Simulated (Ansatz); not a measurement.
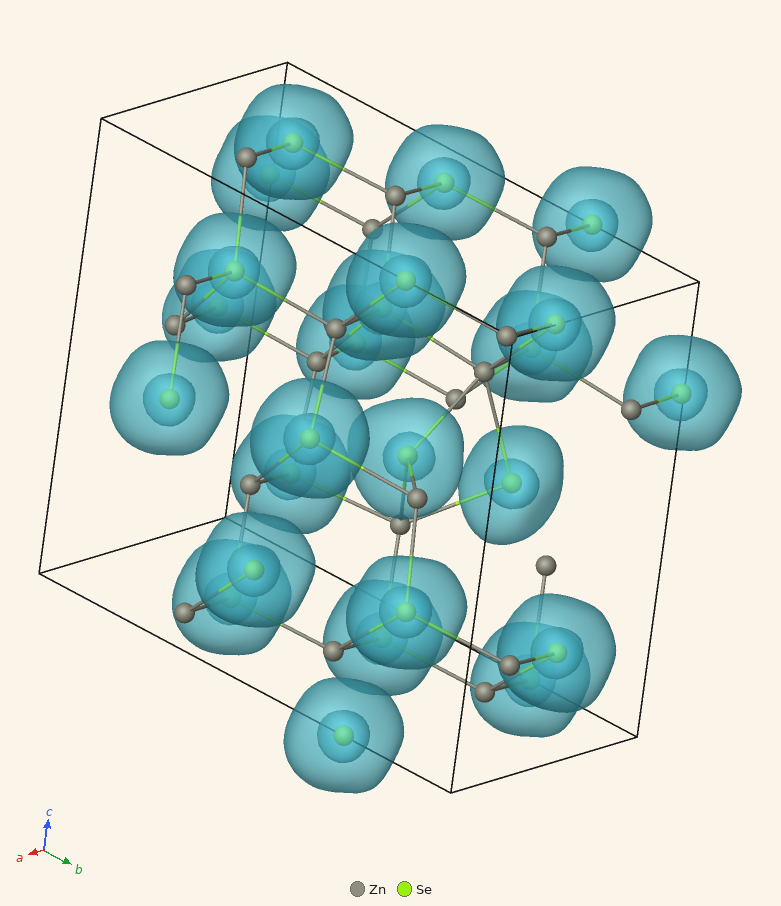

Figure 1: Zn16Se17 (cell charge −1, with a compensating background) (cell with a defect). Isosurface of the ELF at 0.65 (cyan), seen slightly off an axis. Only the valence region is drawn (cores and ρ < 0.01 e/Å³ removed). Sticks mark near contacts.

The program warned that a starting moment wasn't kept; spin-polarised, but the moments vanished.

Theory: DFT PBE, scalar-relativistic, plane waves, PAW (Ansatz 0.2.0).

In a PAW calculation such maps are meaningful between the atoms, not at the nuclei.

```xyz
33
Lattice="5.7318 -5.7318 -5.7318 -5.7318 -5.7318 5.7318 -5.7318 5.7318 -5.7318" Properties=species:S:1:pos:R:3 pbc="T T T"
Zn   -2.9196   -0.0630   -2.7935
Zn   -2.8789   -2.8952   -0.0925
Zn   -2.8598   -5.6237    2.8209
Zn   -5.6991    2.8859   -2.9227
Zn   -8.4778   -2.8443   -0.0533
Zn   -5.5854   -0.0594   -0.1426
Zn   -5.6794   -2.8415    2.7729
Zn   -2.8170    0.0991   -8.6009
Zn   -5.6418   -5.6316   -5.7611
Zn   -2.8243   -2.8385   -5.7099
Zn   -2.6254   -5.9379   -3.0939
Zn   -0.0112   -2.8375   -2.8940
Zn   -2.8023   -8.5817   -0.0219
Zn    0.0448   -5.6277   -0.0729
Zn   -5.6324   -2.8928   -2.8542
Zn   -0.1478   -0.2038   -5.5791
Se    1.4779   -4.2389   -7.2019
Se    1.5429   -7.0637   -4.2779
Se   -4.2520   -4.2084   -7.1994
Se   -1.4322   -1.4427   -7.2223
Se   -9.9921   -1.4455    1.3459
Se   -1.1888   -4.2992   -4.5308
Se   -1.3380   -7.1727   -1.4504
Se   -4.2500    1.5205   -7.2036
Se   -7.0870   -4.2506   -4.3069
Se   -4.3179   -1.3291   -4.3940
Se   -5.2612   -3.7702   -0.4877
Se   -1.3209   -1.3298   -1.3982
Se   -4.2353   -7.1712    1.4384
Se   -1.4171   -4.2453    1.3628
Se   -7.1803   -1.3220   -1.5456
Se   -1.5833    1.4282   -4.1347
Se   -3.2571   -3.7753   -2.4552
```

Question: What do the ELF domains correspond to?

Answer: At this value the surface marks out 17 regions wrapped around Se (the valence shell of each), counted in one cell of 33 atoms. Any copies at cell faces, edges or corners count once.

Values along the shortest contacts:
Zn–Se (2.34 Å): the ELF is about 0.55 at the midpoint. Zn–Se (2.41 Å): the ELF is about 0.55 at the midpoint.

Question: Does the calculation give a band gap?

Answer: It is gapped, with a Kohn–Sham gap of 0.25 eV on the k-point mesh, an upper bound to the gap of this method.
